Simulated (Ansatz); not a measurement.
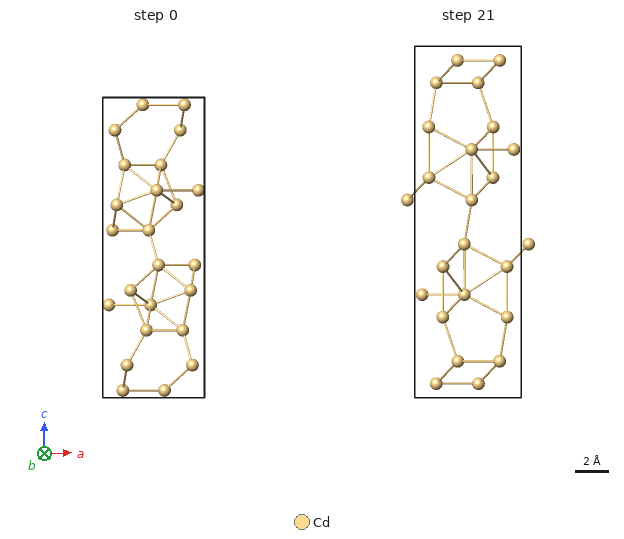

The structure of a crystal of Cd (built on the alpha-boron_166 type) (coarse preliminary run) before (left) and after (right) a relaxation, at one scale.

Style: ball-and-stick. Shown: the conventional cell (3 times the calculation's cell), along the b axis. Lengths and directions refer to the drawn axes.

Case: alpha-boron type (R-3m, No. 166).

Theory: DFT PBE, scalar-relativistic, plane waves, PAW (Ansatz).

The input:
```yaml
crystal:
  lattice:
    - [3.601379869, 2.0792576368, 6.1418010145]
    - [-3.601379869, 2.0792576368, 6.1418010145]
    - [0.0, -4.1585152735, 6.1418010145]
  atoms:
    - { symbol: Cd, position: [0.01019, 0.65361, 0.01019] }
    - { symbol: Cd, position: [0.01019, 0.01019, 0.65361] }
    - { symbol: Cd, position: [0.65361, 0.01019, 0.01019] }
    - { symbol: Cd, position: [0.98981, 0.34639, 0.98981] }
    - { symbol: Cd, position: [0.34639, 0.98981, 0.98981] }
    - { symbol: Cd, position: [0.98981, 0.98981, 0.34639] }
    - { symbol: Cd, position: [0.22118, 0.6306, 0.22118] }
    - { symbol: Cd, position: [0.22118, 0.22118, 0.6306] }
    - { symbol: Cd, position: [0.6306, 0.22118, 0.22118] }
    - { symbol: Cd, position: [0.77882, 0.3694, 0.77882] }
    - { symbol: Cd, position: [0.3694, 0.77882, 0.77882] }
    - { symbol: Cd, position: [0.77882, 0.77882, 0.3694] }
basis:
  ecutwfc: 420
kpoints:
  mp_grid: { grid: [3, 3, 3] }
hamiltonian:
  xc: pbe
scf:
  occupations: { method: gaussian, width: 0.1 }
  lower_state_search: "off"
output:
  forces: true
  stress: true
  eigenvalues: true
relax:
  adjacent_minimum: "off"
  f_tol: 0.04
  max_steps: 70
  cell: { stress_tol: 0.4 }
```

Q: Describe what moved and what it gained.

A: Over 16 accepted moves (21 points after the start) the energy falls by 8.876 eV per cell of the calculation. Largest force component: 3.7 eV/Å at the start, 0.0021 eV/Å at the end. Pressure: 25.99 GPa at the start and 0.00 GPa at the end. The line search rejected the trial steps at points 5, 14, 17 of the run. At 2 points the geometry stayed and the basis and grid were re-selected for the new cell (energy shift of 0.133 eV per cell of the calculation at most each time). The largest moves relative to the cell, 1.09 Å, are those of Cd1, Cd2, Cd3, Cd4, Cd5 and Cd6. Cd5 goes along [2 1 0]. Cell: a = b 7.203 → 7.528 Å (+4.5 %), c 18.425 → 21.565 Å (+17.0 %). Volume +27.8 %. Near-neighbour distances that change, for instance: Cd1–Cd2 2.568 → 4.562 Å, Cd1–Cd2 (another image) 4.634 → 2.966 Å, Cd7–Cd11 2.614 → 3.136 Å, Cd1–Cd7 2.637 → 3.102 Å. Bonds break: Cd1–Cd2 (2.57 → 4.56 Å), Cd1–Cd3 (2.57 → 4.56 Å), Cd2–Cd3 (2.57 → 4.56 Å), Cd4–Cd5 (2.57 → 4.56 Å). Among the angles between lasting bonds that change: Cd3–Cd5–Cd11 129.2° → 160.9°, Cd3–Cd5–Cd7 124.0° → 107.2°, Cd7–Cd5–Cd8 107.0° → 99.8°. The space group stays R-3m (No. 166).
